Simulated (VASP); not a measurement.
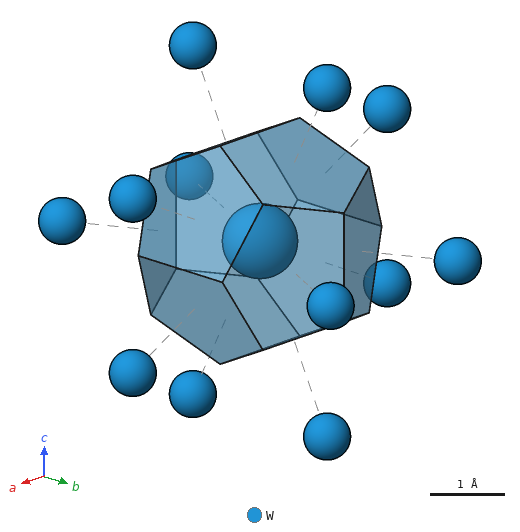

The polyhedron is the computed Voronoi (Dirichlet) cell of the central atom: each face lies in the plane that bisects the line to a neighbour. Central atom: W2 (2a) in W; faces take the colour of the neighbour behind them. Source: the geometry relaxed with VASP Kohn-Sham DFT of a periodic cell, r2SCAN, VASP PAW PBE potentials, recommended in VASP.

W, space group Pm-3n (No. 223), a = 5.058 Å, b = 5.058 Å, c = 5.058 Å, α = 90.00°, β = 90.00°, γ = 90.00°

```
site  Wyckoff       x       y       z
  W1       6c  0.5000  0.2500  0.0000
  W2       2a  0.5000  0.5000  0.5000
```

**Give the Voronoi index ⟨n3,n4,n5,n6,…⟩ (numbers of faces with 3, 4, 5, 6 … edges).**

12 faces, index ⟨0,0,12,0⟩: a pentagonal dodecahedron: the site is icosahedrally coordinated (Frank–Kasper Z12).

**What is the volume of this Voronoi cell?**

15.8 Å³, against a mean of 16.2 Å³ per atom in this structure.

**Which neighbours share a face with the central atom?**

12 W (100 % of the solid angle).
